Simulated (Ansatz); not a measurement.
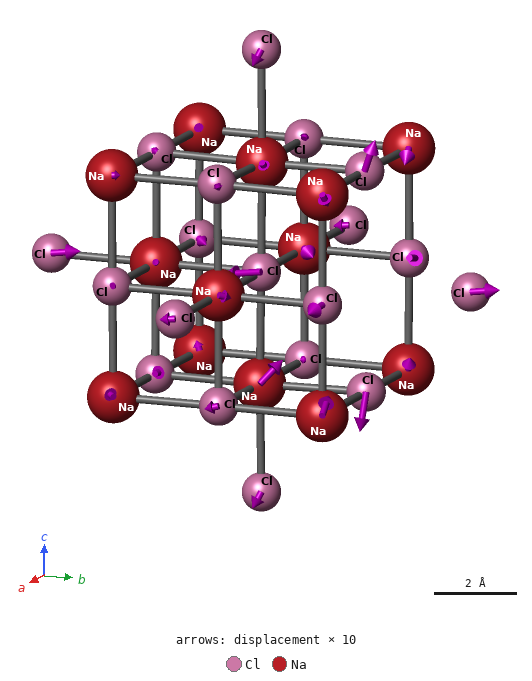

This is a relaxation of a defect cell of composition Cl32Na31. The starting structure is drawn; purple arrows show the displacements, magnified 10 times.

Style: ball-and-stick. Shown: the atoms within 5.8 Å of the atom that moves most (axes of the cell of the calculation), slightly off an axis.

The atoms of the start lie slightly off their symmetric places, so part of the fall in energy undoes that.

These are results of Ansatz 0.2.0, DFT, PBEsol, PAW, plane waves, not measurements. (plane-wave cutoff 420 eV; k-point mesh 1 × 1 × 1; mesh shifted by (0.25, 0.25, 0.25); collinear spin; atoms relaxed in a fixed cell; force threshold 0.03 eV/Å; at most 80 steps)

Q: Describe the change and its energy.

A: Over 2 geometry steps the energy falls by 0.153 eV per cell of the calculation. The largest force component goes from 0.19 to 0.0054 eV/Å. The atom that moves furthest is a Cl atom (0.10 Å roughly along −b). Largest moves by element: Cl 0.10 Å, Na 0.09 Å. The lattice vectors keep their values. Some distances before and after: Cl–Na 2.814 → 2.711 Å, Cl–Na 2.865 → 2.765 Å, Cl–Na 2.742 → 2.838 Å, Cl–Na 2.787 → 2.711 Å. Bond angles that change, for instance: Cl–Na–Cl 88.9° → 95.0°, Cl–Na–Cl 89.6° → 95.1°, Na–Cl–Na 179.8° → 174.6°. The run took 3.9 s on 1 × NVIDIA GB200 with 8 threads of Arm Neoverse-V2, peak memory 2 GiB.
